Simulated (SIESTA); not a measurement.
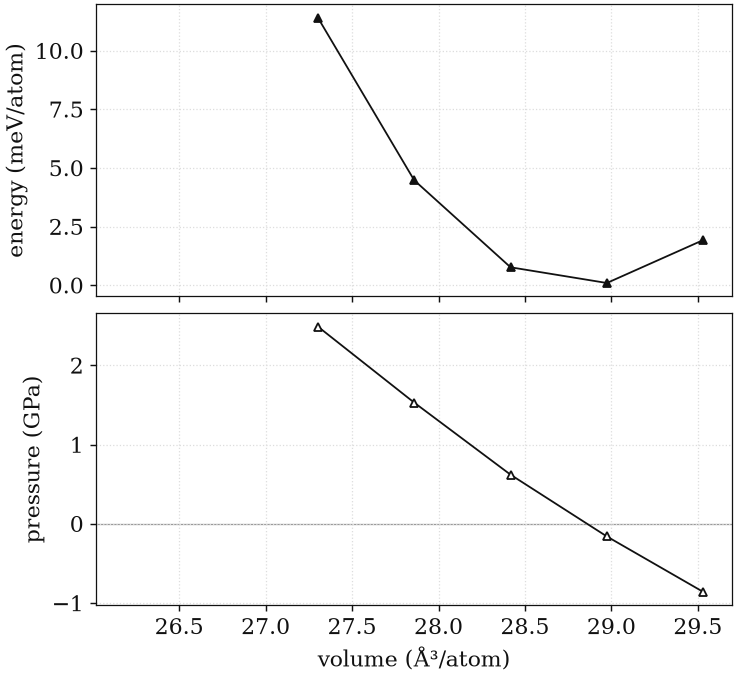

The figure shows the energy and pressure against volume for CuI, space group F-43m (No. 216).

Cell as given: a = 4.287 Å, b = 4.287 Å, c = 4.287 Å, α = 60.00°, β = 60.00°, γ = 60.00°; 2 atoms.

Computed with SIESTA 5.4.2: DFT in numerical atomic orbitals with pseudopotentials, no spin polarisation; energies at scaled volumes of the given cell, shape and fractions fixed, counted from the fit's minimum, third-order Birch-Murnaghan fit. Level: PBE.

k mesh 8×8×8; occupations Fermi–Dirac; smearing width 0.05 eV; potentials PseudoDojo 0.4 standard, converted to PSML, two zetas on semicore shells; program settings basis DZP, mesh cutoff 800 Ry.

The points at volume 26.19 Å³/atom and 26.75 Å³/atom are left out of the plot. What values does the calculation give there?

```
volume (Å³/atom)  energy (meV/atom)  pressure (GPa)
           26.19              36.58            4.84
           26.75              21.92            3.61
```

Keep in mind: mulliken charges of long orbitals; short basis over semicore shells.
